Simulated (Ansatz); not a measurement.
# Ti₁₀O₂₁ (cell with a defect): what the fields show

Input file:

```
crystal:
  lattice:
    - [-1.8996000593, -5.6988001778, 4.8488720583]
    - [-5.6988001778, 1.8996000593, -4.8488720583]
    - [5.6988001778, -1.8996000593, -4.8488720583]
  atoms:
    - { symbol: Ti, position: [0.4, 0.8, 0.6] }
    - { symbol: Ti, position: [0.0, 0.0, 0.0] }
    - { symbol: Ti, position: [0.2, 0.4, 0.8] }
    - { symbol: Ti, position: [0.8, 0.6, 0.2] }
    - { symbol: Ti, position: [0.6, 0.2, 0.4] }
    - { symbol: Ti, position: [0.5, 0.25, 0.75] }
    - { symbol: Ti, position: [0.1, 0.45, 0.15] }
    - { symbol: Ti, position: [0.3, 0.85, 0.95] }
    - { symbol: Ti, position: [0.9, 0.05, 0.35] }
    - { symbol: Ti, position: [0.7, 0.65, 0.55] }
    - { symbol: O, position: [0.5, 0.043518464, 0.543518464] }
    - { symbol: O, position: [0.1, 0.243518464, 0.943518464] }
    - { symbol: O, position: [0.3, 0.643518464, 0.743518464] }
    - { symbol: O, position: [0.8900188638, 0.8416554312, 0.1300728623] }
    - { symbol: O, position: [0.7, 0.443518464, 0.343518464] }
    - { symbol: O, position: [0.4, 0.593518464, 0.393518464] }
    - { symbol: O, position: [0.9968027598, 0.789695134, 0.7805696033] }
    - { symbol: O, position: [0.2, 0.193518464, 0.593518464] }
    - { symbol: O, position: [0.8001378414, 0.3895710318, 0.9926593143] }
    - { symbol: O, position: [0.6, 0.993518464, 0.193518464] }
    - { symbol: O, position: [0.5, 0.456481536, 0.956481536] }
    - { symbol: O, position: [0.1, 0.656481536, 0.356481536] }
    - { symbol: O, position: [0.3, 0.056481536, 0.156481536] }
    - { symbol: O, position: [0.9, 0.256481536, 0.556481536] }
    - { symbol: O, position: [0.7, 0.856481536, 0.756481536] }
    - { symbol: O, position: [0.8, 0.806481536, 0.406481536] }
    - { symbol: O, position: [0.4, 0.006481536, 0.806481536] }
    - { symbol: O, position: [0.6, 0.406481536, 0.606481536] }
    - { symbol: O, position: [0.1921800196, 0.5981837116, 0.0030531385] }
    - { symbol: O, position: [0.0, 0.206481536, 0.206481536] }
    - { symbol: O, position: [0.9466222756, 0.6555649379, 0.9475211146] }
  host:
    lattice:
      - [-1.8996000593, 1.8996000593, 4.8488720583]
      - [1.8996000593, -1.8996000593, 4.8488720583]
      - [1.8996000593, 1.8996000593, -4.8488720583]
    atoms:
      - { symbol: Ti, position: [0.0, 0.0, 0.0] }
      - { symbol: Ti, position: [0.75, 0.25, 0.5] }
      - { symbol: O, position: [0.956481536, 0.456481536, 0.5] }
      - { symbol: O, position: [0.206481536, 0.206481536, 0.0] }
      - { symbol: O, position: [0.543518464, 0.043518464, 0.5] }
      - { symbol: O, position: [0.793518464, 0.793518464, 0.0] }
basis:
  ecutwfc: 420
  xc_grid: 2
kpoints:
  mp_grid: { grid: [2, 2, 2], shift: [0.5, 0.5, 0.5] }
hamiltonian:
  xc: pbe
scf:
  occupations: { method: gaussian, width: 0.02 }
output:
  forces: true
  stress: false
  eigenvalues: true
  charged_corrections:
    defect_position: [0.95, 0.65, 0.96666667]
    epsilon: [[79.0575, 0.0, 0.0], [0.0, 79.0575, 0.0], [0.0, 0.0, 32.9095]]
  write_density: true
  write_potential: true
  elf: true
  volumetric_format: npy
relax:
  adjacent_minimum: "off"
  f_tol: 0.03
  max_steps: 40
```

Launched as:

```sh
ansatz run input.yaml --threads 8 --pin off --max-ram 16384MiB --backend cpu --events-out ev --progress --plain --runs-dir out
```

The fields are those of the run's last geometry, not of the input's.

Computed without spin polarisation.

Computed with DFT PBE, scalar-relativistic, plane waves, PAW in Ansatz.

The density is the valence pseudo-density of a PAW calculation; it isn't the true density close to the nuclei.

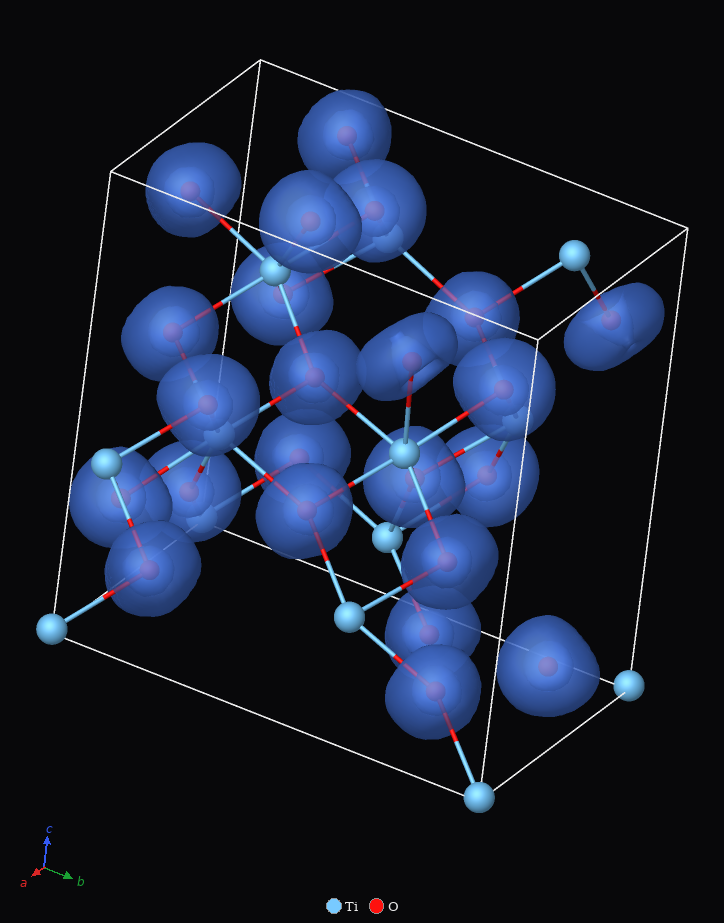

Figure 1. Isosurface of the ELF at 0.75 (blue), seen at an oblique angle. Only the valence region is drawn (cores and ρ < 0.01 e/Å³ removed). Sticks mark near contacts.

What do the ELF domains correspond to?

Answer. At this value the surface marks out 21 regions wrapped around O (the valence shell of each), counted in one cell of 31 atoms. Regions shared between cells count once.


O–O (1.46 Å): the ELF peaks at about 0.65 between the atoms. Ti–O (1.87 Å): the ELF peaks at about 0.80 in the valence shell of O, 0.6 Å from its nucleus, and is about 0.25 at the midpoint; no localised pair shows between them.

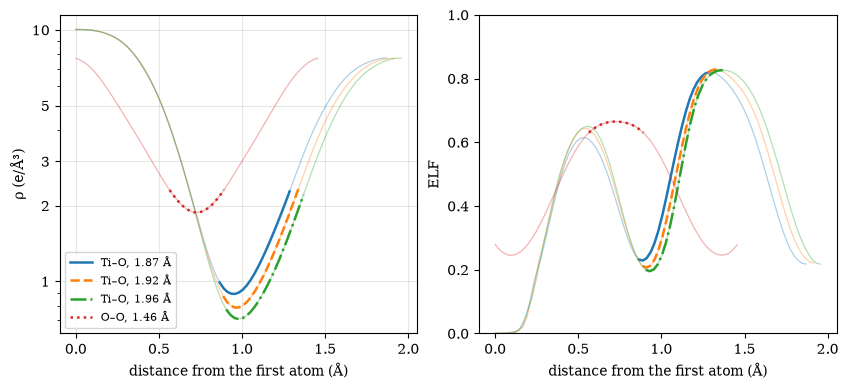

Figure 2. Valence charge density (pseudo) and ELF along straight lines between neighbouring atoms. Thin, pale parts lie inside the atomic spheres.

Compare the contacts.

Answer. Ti–O (1.87 Å): ρ at the midpoint is about 0.89 e/Å³; the ELF peaks at about 0.80 in the valence shell of O, 0.6 Å from its nucleus, and is about 0.25 at the midpoint (no localised pair shows between them).
Ti–O (1.92 Å): the density is about 0.79 e/Å³ at the midpoint; the ELF peaks at about 0.85 in the valence shell of O, 0.6 Å from its nucleus, and is about 0.25 at the midpoint; no shared electron pair shows on this line.
Ti–O (1.96 Å): the density is about 0.71 e/Å³ at the midpoint; the ELF peaks at about 0.85 in the valence shell of O, 0.6 Å from its nucleus, and is about 0.20 at the midpoint (no localised pair shows between them).
O–O (1.46 Å): ρ at the midpoint is about 1.9 e/Å³; the ELF peaks at about 0.65 between the atoms.

Does the calculation make it a metal, or give it a gap?

Answer. It is gapped, with a Kohn–Sham gap of 2.5 eV on the k-point mesh (the band edges may lie off the mesh, which would make the gap smaller).
